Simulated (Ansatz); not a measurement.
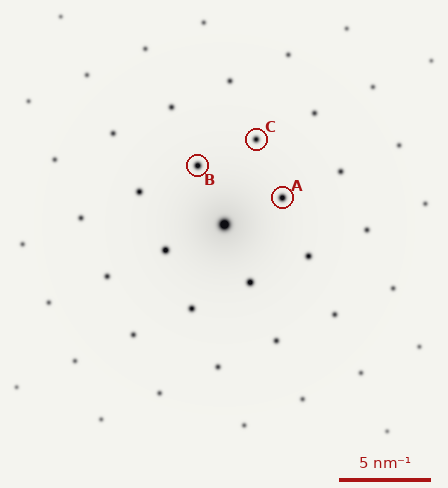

Computed electron diffraction pattern, 200 kV, single scattering only, B = 0.3 Å². The zone axis points towards the electron source and the pattern is seen from the source side.

The sample is Se, space group Pm-3m (No. 221), a = 2.83 Å. Structure: coordinates from a relaxation with Ansatz 0.2.0, DFT, PBE, plane waves (420 eV) with PAW, scalar-relativistic; the starting structure was generated, so it need not be a known form of this composition.

```json
{"atom": "Se", "site": "1a", "symmetry": "m-3m", "x": "0.0000", "y": "0.0000", "z": "0.0000"}
```

Spot A is indexed -1 0 0 and spot B 0 -1 0.

> What are the indices of the remaining marked spot?

C = A + B = -1 -1 0 (d = 2.002 Å).

> Find the zone axis.

The cross product of A and B is parallel to [001]; every spot obeys hu + kv + lw = 0.

> What are the spacings of A and B and the angle between them?

d(A) = 2.831 Å, d(B) = 2.831 Å, and the angle is 90.0°.
